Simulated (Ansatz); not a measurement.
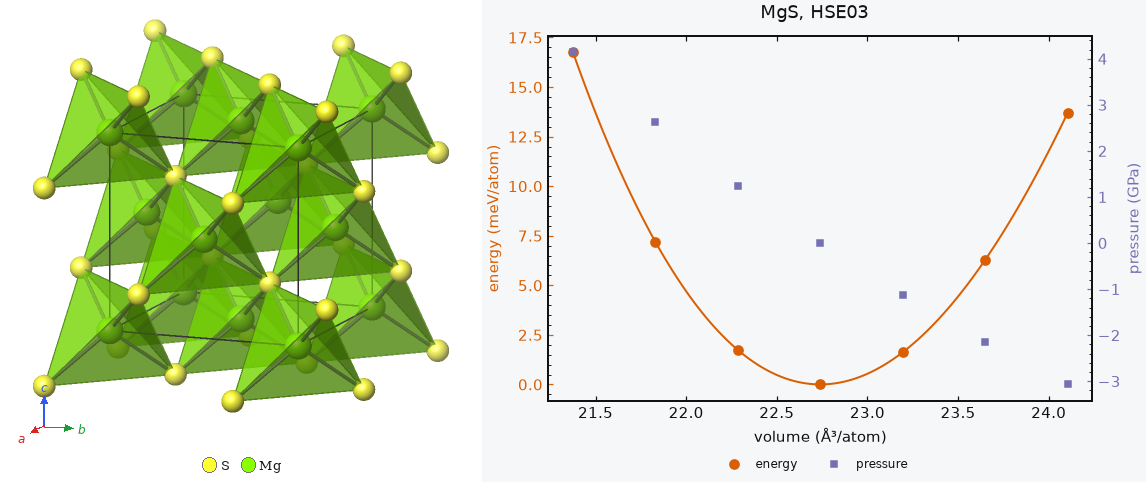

The plot gives the computed energy and pressure against volume for MgS, space group F-43m (No. 216). The conventional cell is drawn beside the plot.

Starting cell:
```yaml
crystal:
  lattice:
    - [0.00000, 2.83312, 2.83312]
    - [2.83312, 0.00000, 2.83312]
    - [2.83312, 2.83312, 0.00000]
  atoms:
    - { symbol: S, position: [0.75000, 0.75000, 0.75000] }
    - { symbol: Mg, position: [0.00000, 0.00000, 0.00000] }
```

Method: plane-wave DFT, no spin polarisation; energies at scaled volumes of the given cell, shape and fractions fixed, counted from the fit's minimum, third-order Birch-Murnaghan fit (Ansatz 0.2.0). Level: HSE03.

- k mesh: 5×5×5
- occupations: fixed
- potentials: Ansatz PAW
- wave cutoff: 420 eV
- density cutoff: 1680 eV

Question: How stiff is the solid, and where is its volume at rest?

Answer: A third-order Birch–Murnaghan fit gives V0 = 22.74 Å³/atom, B0 = 59.1 GPa and B′ = 4.0.

Question: How does the pressure vary with volume?

Answer: It falls from 4.14 GPa at volume 21.38 Å³/atom to −3.07 GPa at 24.10 Å³/atom, and changes sign near 22.74 Å³/atom.

Note: the program warns: stress exchange threshold loose.
